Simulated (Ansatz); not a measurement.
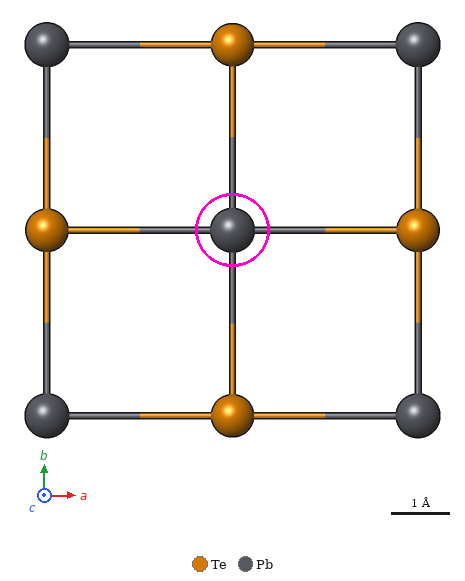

Perfect TePb. The picture is a ball-and-stick view of the atoms within 6.0 Å of one point, in a slice 3.4 Å thick across the line of sight, seen along the c axis.

Computed with DFT, PBEsol, PAW, plane waves (Ansatz). Set-up: plane-wave cutoff 420 eV; k-point mesh 1 × 1 × 1; mesh shifted by (0.25, 0.25, 0.25); no spin polarisation. Fermi-Dirac smearing of 0.01 eV. A uniform background neutralises the charged cell. The axes drawn are those of the host's conventional cell.

A lead atom is taken out (a vacancy) at the ringed place, in charge state −2. The supercell has 64 sites, and the atoms are relaxed at the host's cell.

### How do the neighbours respond?

Around the empty Pb site the host had 6 Te at 3.22 Å; after relaxation the nearest atoms are 6 Te at 3.20 to 3.22 Å. Of the host's atoms, a lead atom moves furthest from its site, by 0.10 Å.

The relaxed defect, seen from the same direction:

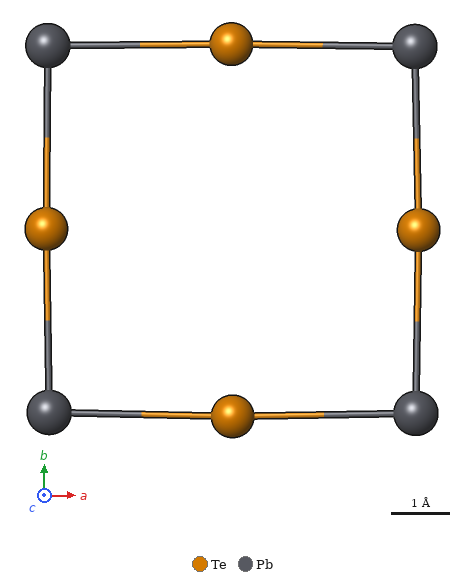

Limits of the set-up: the cell is charged, on a uniform background, and energies carry no finite-size correction.
